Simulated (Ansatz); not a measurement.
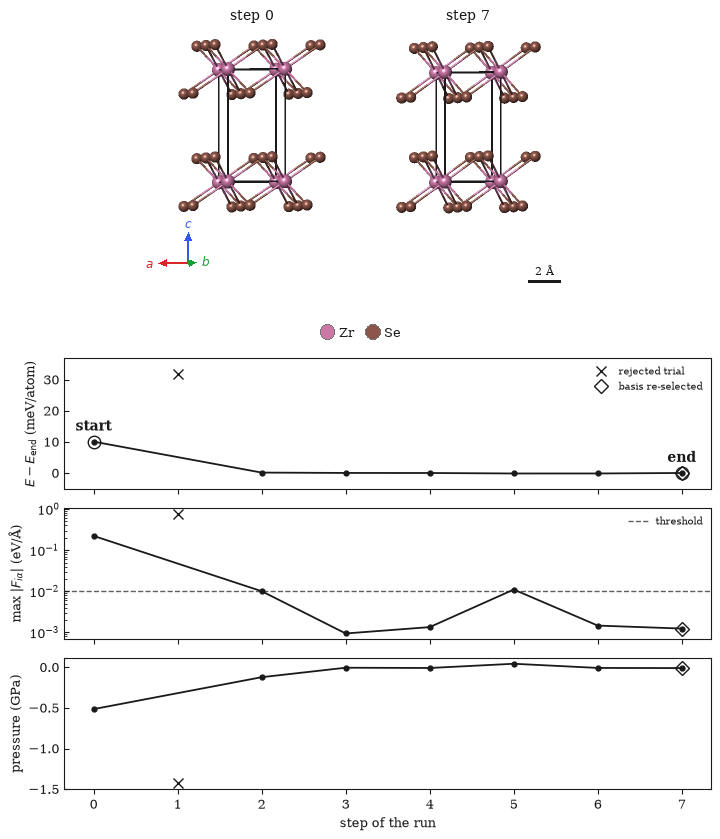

First and last geometry of a relaxation of a crystal of ZrSe$_{2}$ (a generated structure, set up in P-3m1), with the history of the run. A ball-and-stick model of the cell of the calculation, seen from a free direction.

Case: S → Se on all its sites, cell and atoms relaxed.

The calculation used DFT PBE, scalar-relativistic, plane waves, PAW in Ansatz. Set-up: plane-wave cutoff 420 eV; k-point mesh 12 × 12 × 4; occupations gaussian; smearing width 0.02 eV; no spin polarisation; cell and atoms relaxed; force threshold 0.01 eV/Å; at most 60 steps.

### Read the history and describe the run.

It converged. Over 5 accepted moves (7 points after the start) the energy falls by 10.1 meV per atom. The largest force component goes from 0.22 to 0.0012 eV/Å. The pressure goes from −0.52 to −0.01 GPa. The line search rejected the trial step at point 1 of the run. The SCF was repeated once at an unchanged geometry on a basis and grid sized afresh for the cell, which shifted the energy by 0.2 meV per atom at most. The largest moves relative to the cell, 0.10 Å, are those of Se atoms. Zr stays in place. Cell: a = b 3.876 → 3.799 Å (−2.0 %), c 7.108 → 6.915 Å (−2.7 %). Volume −6.6 %. Among the angles between lasting bonds that change: Se–Zr–Se 91.4° → 89.2°, Zr–Se–Zr 91.4° → 89.2°, Se–Zr–Se 88.6° → 90.8°. The space group stays P-3m1 (No. 164).

Limits of the set-up: layers or molecules are held without a dispersion correction, so their spacing is unreliable.
